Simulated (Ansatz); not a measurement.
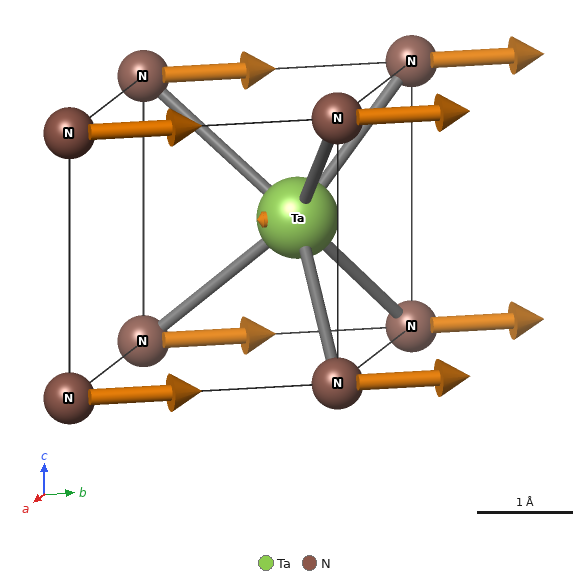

Lattice vibrations of crystalline TaN relaxed at −3 GPa, space group P-6m2 (No. 187), at the zone centre. The optical levels lie at 534 (×2), 559 cm⁻¹. One mode is drawn. The orange arrows are the displacements of the atoms (eigenvector over the root of the mass), of arbitrary overall length and sign. The picture is a ball-and-stick view of the cell of the calculation, seen slightly off an axis.

These are results of DFT LDA, scalar-relativistic, plane waves, PAW (Ansatz), not measurements. Set-up: plane-wave cutoff 420 eV; k-point mesh 18 × 18 × 14; occupations fermi dirac; smearing width 0.15 eV; target pressure -3 GPa; no spin polarisation.

The frequencies depend somewhat on the k-mesh and the smearing.

Q: To which level does it belong?

A: The level at 534 cm⁻¹. This is the E′ mode (doubly degenerate; one member of the set is drawn), the lowest optical level, infrared- and Raman-active by symmetry. The N sublattice moves against the Ta sublattice, along b; the kinetic energy is shared as N 93 %, Ta 7 %. The crystal is a metal, so free carriers screen the infrared response.
